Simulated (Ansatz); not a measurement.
# Run report: MoSe2, geometry relaxation (part 3 of 3)

The same run, continued: MoSe2 (6 atoms in the cell); DFT, PBE, plane waves, PAW, no spin polarisation (Ansatz 0.2.0); cutoff 420 eV, 8×8×1 k-mesh, Gaussian smearing of 0.02 eV. The structure was made by swapping elements on the sites of another compound; it need not be a known phase. The settings are looser than a standard set-up, so the numbers are not reference values.

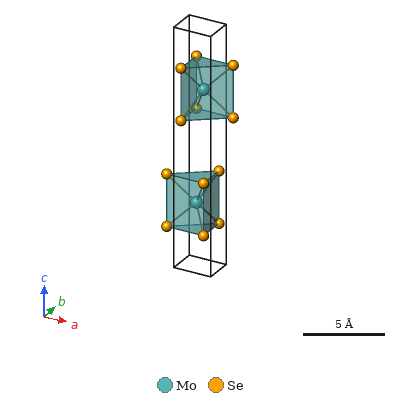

*The geometry at step 6 of the log (polyhedral view of the cell of the calculation, seen slightly off an axis; polyhedra are completed across the faces of the cell).*

Output, continued
```
--- Stress (GPa, compression-positive) ---
       -0.005280      -0.000000       0.000000
       -0.000000      -0.005280      -0.000000
        0.000000      -0.000000       0.008549
  P = ⅓ Tr σ = -0.0007 GPa (-0.007 kbar)
--- Band table (eV; the first three rows and the last of 10) ---
  k-point 0: bands = ["-52.0927", "-52.0927", "-38.6222", "-38.6222", "-38.6222", "-38.6222", "-38.6219", "-38.6219", "-38.6219", "-38.6219", "-38.5813", "-38.5813", "-38.5813", "-38.5813", "-38.5804", "-38.5804", "-38.5804", "-38.5804", "-38.5654", "-38.5654", "-38.5634", "-38.5634", "-26.2316", "-26.2316", "-26.0689", "-26.0689", "-26.0689", "-26.0689", "-5.4195", "-5.4014", "-4.4302", "-4.4006", "3.2944", "3.4701", "6.6201", "6.6201", "6.6207", "6.6207", "6.6281", "7.2542", "7.5931", "7.5931", "7.5951", "7.5951", "8.3272", "8.6811", "11.5709", "11.5709", "11.5749", "11.5749", "11.8013", "11.8013", "11.8127", "11.8127", "13.6660", "14.6098"]
  k-point 1: bands = ["-52.0897", "-52.0897", "-38.6221", "-38.6221", "-38.6220", "-38.6220", "-38.6216", "-38.6216", "-38.6213", "-38.6213", "-38.5814", "-38.5814", "-38.5813", "-38.5813", "-38.5807", "-38.5807", "-38.5804", "-38.5804", "-38.5652", "-38.5652", "-38.5631", "-38.5631", "-26.2239", "-26.2239", "-26.1046", "-26.1046", "-26.0770", "-26.0770", "-5.2154", "-5.1976", "-4.3174", "-4.2898", "3.5441", "3.7183", "6.1059", "6.1086", "6.2095", "6.5133", "6.8244", "6.8259", "7.2732", "7.2760", "7.6779", "7.9315", "8.2915", "8.5278", "10.9847", "11.0908", "11.1796", "11.1962", "11.5040", "11.5202", "11.8595", "11.8711", "14.3887", "15.4800"]
  k-point 2: bands = ["-52.0823", "-52.0823", "-38.6221", "-38.6221", "-38.6219", "-38.6219", "-38.6202", "-38.6202", "-38.6200", "-38.6200", "-38.5816", "-38.5816", "-38.5814", "-38.5814", "-38.5814", "-38.5814", "-38.5806", "-38.5805", "-38.5645", "-38.5645", "-38.5624", "-38.5624", "-26.2052", "-26.2052", "-26.1898", "-26.1898", "-26.0966", "-26.0966", "-4.6703", "-4.6543", "-4.0182", "-3.9961", "4.0462", "4.1846", "5.1020", "5.1341", "5.3745", "5.4908", "6.6617", "6.6657", "7.3050", "7.3393", "7.3435", "7.5283", "7.9459", "7.9966", "10.4168", "10.7496", "10.9651", "10.9825", "11.1242", "11.4325", "12.3437", "12.3695", "14.9741", "15.9568"]
  k-point 9: bands = ["-52.0697", "-52.0697", "-38.6208", "-38.6208", "-38.6202", "-38.6202", "-38.6192", "-38.6192", "-38.6190", "-38.6190", "-38.5826", "-38.5826", "-38.5821", "-38.5821", "-38.5813", "-38.5813", "-38.5809", "-38.5809", "-38.5635", "-38.5635", "-38.5612", "-38.5612", "-26.2673", "-26.2673", "-26.1964", "-26.1964", "-26.1732", "-26.1732", "-3.4921", "-3.4890", "-3.3674", "-3.3642", "3.8382", "3.8511", "3.9265", "3.9424", "5.0608", "5.0954", "5.6041", "5.6236", "5.7694", "5.8151", "6.7228", "6.7589", "8.6292", "8.6543", "10.3275", "10.3395", "11.3488", "11.5214", "11.6036", "11.6230", "12.8674", "13.0484", "14.8239", "14.9985"]
--- Relaxed structure (9 steps of the walk, 9 accepted, 1 SCFs on fresh bases) ---
  F+E_penalty+E_count = -31792.46209711 eV   max|allowed force component| = 7.933e-4 eV/Å   (the final SCF, on the basis selected at the relaxed cell)
  cell:  # Å, volume = 149.5129 Å³
    - [3.3203172505992375, -2.925498681289807e-11, -1.5264290212240442e-34]
    - [-1.6601586252742835, 2.875479087657269, -1.3518675845555865e-34]
    - [-6.9146091302964125e-34, -2.9502332289264738e-33, 15.65989748551107]
  atoms:
    - { symbol: Mo, position: [0.6666666666666666, 0.33333333333333337, 0.75] }
    - { symbol: Mo, position: [0.3333333333333333, 0.6666666666666666, 0.25] }
    - { symbol: Se, position: [0.3333333333333333, 0.6666666666666666, 0.8565705455996967] }
    - { symbol: Se, position: [0.6666666666666666, 0.33333333333333337, 0.3565705455996967] }
    - { symbol: Se, position: [0.3333333333333333, 0.6666666666666666, 0.6434294544003034] }
    - { symbol: Se, position: [0.6666666666666666, 0.33333333333333337, 0.14342945440030339] }
```

Trajectory as extended XYZ (Å, eV, eV/Å), 10 frames, from step=1 to step=10
```
6
Lattice="3.2764 0.0000 0.0000 -1.6382 2.8374 0.0000 0.0000 0.0000 14.8416" Properties=species:S:1:pos:R:3:forces:R:3 step=1 energy=-31792.40220 pressure_GPa=3.89
Mo    1.6382    0.9458   11.1312    0.0000   0.0000   0.0000
Mo    0.0000    1.8916    3.7104    0.0000   0.0000   0.0000
Se    0.0000    1.8916   12.7867    0.0000   0.0000   0.4827
Se    1.6382    0.9458    5.3659    0.0000   0.0000   0.4827
Se    0.0000    1.8916    9.4757    0.0000   0.0000  -0.4827
Se    1.6382    0.9458    2.0549    0.0000   0.0000  -0.4827
6
Lattice="3.3769 0.0000 0.0000 -1.6885 2.9245 0.0000 0.0000 0.0000 14.9172" Properties=species:S:1:pos:R:3:forces:R:3 step=2 energy=-31792.40995 pressure_GPa=-2.62
Mo    1.6885    0.9748   11.1879    0.0000   0.0000   0.0000
Mo    0.0000    1.9497    3.7293    0.0000   0.0000   0.0000
Se    0.0000    1.9497   12.8496    0.0000   0.0000  -0.1875
Se    1.6885    0.9748    5.3910    0.0000   0.0000  -0.1875
Se    0.0000    1.9497    9.5262    0.0000   0.0000   0.1875
Se    1.6885    0.9748    2.0676    0.0000   0.0000   0.1875
6
Lattice="3.3219 0.0000 0.0000 -1.6610 2.8769 0.0000 0.0000 0.0000 14.9358" Properties=species:S:1:pos:R:3:forces:R:3 step=3 energy=-31792.45896 pressure_GPa=-0.23
Mo    1.6610    0.9590   11.2018    0.0000   0.0000   0.0000
Mo    0.0000    1.9179    3.7339    0.0000   0.0000   0.0000
Se    0.0000    1.9179   12.8735    0.0000   0.0000  -0.0553
Se    1.6610    0.9590    5.4056    0.0000   0.0000  -0.0553
Se    0.0000    1.9179    9.5302    0.0000   0.0000   0.0553
Se    1.6610    0.9590    2.0623    0.0000   0.0000   0.0553
6
Lattice="3.3204 0.0000 0.0000 -1.6602 2.8756 0.0000 0.0000 0.0000 14.9818" Properties=species:S:1:pos:R:3:forces:R:3 step=4 energy=-31792.45964 pressure_GPa=0.04
Mo    1.6602    0.9585   11.2364    0.0000   0.0000   0.0000
Mo    0.0000    1.9171    3.7455    0.0000   0.0000   0.0000
Se    0.0000    1.9171   12.9052    0.0000   0.0000  -0.0019
Se    1.6602    0.9585    5.4143    0.0000   0.0000  -0.0019
Se    0.0000    1.9171    9.5675    0.0000   0.0000   0.0019
Se    1.6602    0.9585    2.0766    0.0000   0.0000   0.0019
6
Lattice="3.3202 0.0000 0.0000 -1.6601 2.8753 0.0000 0.0000 0.0000 15.0593" Properties=species:S:1:pos:R:3:forces:R:3 step=5 energy=-31792.45997 pressure_GPa=0.13
Mo    1.6601    0.9584   11.2945    0.0000   0.0000   0.0000
Mo    0.0000    1.9169    3.7648    0.0000   0.0000   0.0000
Se    0.0000    1.9169   12.9622    0.0000   0.0000   0.0186
Se    1.6601    0.9584    5.4325    0.0000   0.0000   0.0186
Se    0.0000    1.9169    9.6268    0.0000   0.0000  -0.0186
Se    1.6601    0.9584    2.0971    0.0000   0.0000  -0.0186
6
Lattice="3.3204 0.0000 0.0000 -1.6602 2.8755 0.0000 0.0000 0.0000 15.2826" Properties=species:S:1:pos:R:3:forces:R:3 step=6 energy=-31792.46069 pressure_GPa=0.02
Mo    1.6602    0.9585   11.4619    0.0000   0.0000   0.0000
Mo    0.0000    1.9170    3.8206    0.0000   0.0000   0.0000
Se    0.0000    1.9170   13.1308    0.0000   0.0000  -0.0010
Se    1.6602    0.9585    5.4896    0.0000   0.0000  -0.0010
Se    0.0000    1.9170    9.7930    0.0000   0.0000   0.0010
Se    1.6602    0.9585    2.1517    0.0000   0.0000   0.0010
6
Lattice="3.3202 0.0000 0.0000 -1.6601 2.8754 0.0000 0.0000 0.0000 15.5490" Properties=species:S:1:pos:R:3:forces:R:3 step=7 energy=-31792.46087 pressure_GPa=0.07
Mo    1.6601    0.9585   11.6618    0.0000   0.0000   0.0000
Mo    0.0000    1.9169    3.8873    0.0000   0.0000   0.0000
Se    0.0000    1.9169   13.3297    0.0000   0.0000   0.0156
Se    1.6601    0.9585    5.5552    0.0000   0.0000   0.0156
Se    0.0000    1.9169    9.9938    0.0000   0.0000  -0.0156
Se    1.6601    0.9585    2.2193    0.0000   0.0000  -0.0156
6
Lattice="3.3202 0.0000 0.0000 -1.6601 2.8754 0.0000 0.0000 0.0000 15.5861" Properties=species:S:1:pos:R:3:forces:R:3 step=8 energy=-31792.46089 pressure_GPa=0.00
Mo    1.6601    0.9585   11.6896    0.0000   0.0000   0.0000
Mo    0.0000    1.9169    3.8965    0.0000   0.0000   0.0000
Se    0.0000    1.9169   13.3586    0.0000   0.0000  -0.0011
Se    1.6601    0.9585    5.5656    0.0000   0.0000  -0.0011
Se    0.0000    1.9169   10.0205    0.0000   0.0000   0.0011
Se    1.6601    0.9585    2.2275    0.0000   0.0000   0.0011
6
Lattice="3.3203 0.0000 0.0000 -1.6602 2.8755 0.0000 0.0000 0.0000 15.6599" Properties=species:S:1:pos:R:3:forces:R:3 step=9 energy=-31792.46083 pressure_GPa=0.00
Mo    1.6602    0.9585   11.7449    0.0000   0.0000   0.0000
Mo    0.0000    1.9170    3.9150    0.0000   0.0000   0.0000
Se    0.0000    1.9170   13.4138    0.0000   0.0000   0.0010
Se    1.6602    0.9585    5.5839    0.0000   0.0000   0.0010
Se    0.0000    1.9170   10.0760    0.0000   0.0000  -0.0010
Se    1.6602    0.9585    2.2461    0.0000   0.0000  -0.0010
6
Lattice="3.3203 0.0000 0.0000 -1.6602 2.8755 0.0000 0.0000 0.0000 15.6599" Properties=species:S:1:pos:R:3:forces:R:3 step=10 energy=-31792.46210 pressure_GPa=-0.00
Mo    1.6602    0.9585   11.7449    0.0000   0.0000   0.0000
Mo    0.0000    1.9170    3.9150    0.0000   0.0000   0.0000
Se    0.0000    1.9170   13.4138    0.0000   0.0000   0.0008
Se    1.6602    0.9585    5.5839    0.0000   0.0000   0.0008
Se    0.0000    1.9170   10.0760    0.0000   0.0000  -0.0008
Se    1.6602    0.9585    2.2461    0.0000   0.0000  -0.0008
```

The run was set up as follows.

Input file
```yaml
crystal:
  lattice:
    - [3.2763531305, 0.0, 0.0]
    - [-1.6381765652, 2.8374050428, 0.0]
    - [0.0, 0.0, 14.8416342686]
  atoms:
    - { symbol: Mo, position: [0.6666666667, 0.3333333333, 0.75] }
    - { symbol: Mo, position: [0.3333333333, 0.6666666667, 0.25] }
    - { symbol: Se, position: [0.3333333333, 0.6666666667, 0.861543119] }
    - { symbol: Se, position: [0.6666666667, 0.3333333333, 0.361543119] }
    - { symbol: Se, position: [0.3333333333, 0.6666666667, 0.638456881] }
    - { symbol: Se, position: [0.6666666667, 0.3333333333, 0.138456881] }
basis:
  ecutwfc: 420
kpoints:
  mp_grid: { grid: [8, 8, 1] }
hamiltonian:
  xc: pbe
scf:
  occupations: { method: gaussian, width: 0.02 }
output:
  forces: true
  eigenvalues: true
  stress: true
relax:
  adjacent_minimum: "off"
  f_tol: 0.01
  max_steps: 60
  cell: { stress_tol: 0.1 }
```

Launch command:
```bash
ansatz run input.yaml --threads 1 --pin off --max-ram 2560MiB --backend cpu --events-out ev --progress --plain --runs-dir out
```

Summary

- outcome: converged
- space group (tolerance 0.01 Å): P6₃/mmc (194)
- electrons treated: 92
- free energy: −31792.4621 eV
- Fermi energy: 9.488 eV
- gap on the k-point mesh: 1.61 eV
- pressure: 0.00 GPa
- final volume: 149.51 Å³
- largest force (length of the vector) at the end: 0.001 eV/Å
- final cell: a = 3.320 Å, b = 3.320 Å, c = 15.660 Å, α = 90.00°, β = 90.00°, γ = 120.00°
- hardware: 1 thread of Intel Xeon (Granite Rapids), 32 GiB of memory available, shared host
- wall time: 26 s
- peak memory: 0.47 GiB

Remarks

Settings chosen away from the usual ones: kpoints.mp_grid.grid set to [8, 8, 1] (from [12, 12, 2]). These settings are looser than, or depart from, a standard set-up, so the numbers are not reference values for this system.
